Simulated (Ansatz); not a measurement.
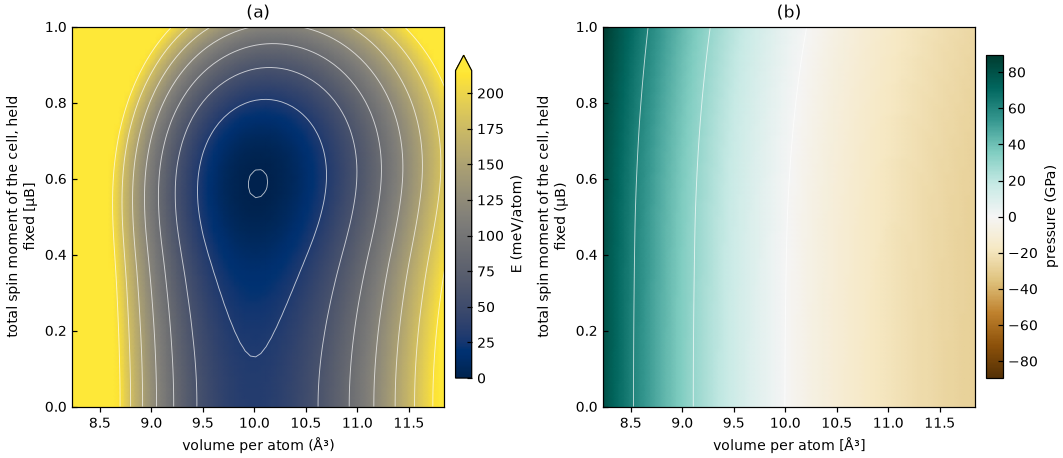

Ni (Fm-3m, No. 225; 1 atom in the cell). The energy is mapped over volume and a fixed ferromagnetic moment. The first coordinate is: volume per atom; the second: total spin moment of the cell, held fixed. Nothing is relaxed (shape and fractional coordinates fixed). The scan uses a 7 × 9 grid. Points are written as (first, second). Energies are in meV/atom, from the lowest grid point. The moment is held fixed and parallel; antiferromagnetic orders weren't tried. The electronic state followed may not be the lowest one. All numbers below come from DFT LDA, scalar-relativistic, plane waves, PAW in Ansatz 0.2.0. Settings: cutoff 520 eV, k-mesh 24×24×24, gaussian smearing 0.15 eV.

Panel (a) is the energy; panel (b) is the computed pressure, in GPa.

Drawn: a smooth colour map with a few white contour lines, one colour for all values above the top of the scale. Between grid points the surface is interpolated.

Question: How does the pressure vary over the map, and what is it at the lowest grid point?

Answer: It runs from −29 GPa at (11.85 Å³, 0.000 μB) to 89 GPa at (8.23 Å³, 1.000 μB). At the lowest grid point, (10.04 Å³, 0.625 μB), it is 0 GPa. The pressure is minus the slope of the energy with volume, so it vanishes at the true minimum, which need not be a grid point.

PAW datasets: the set soft_1.
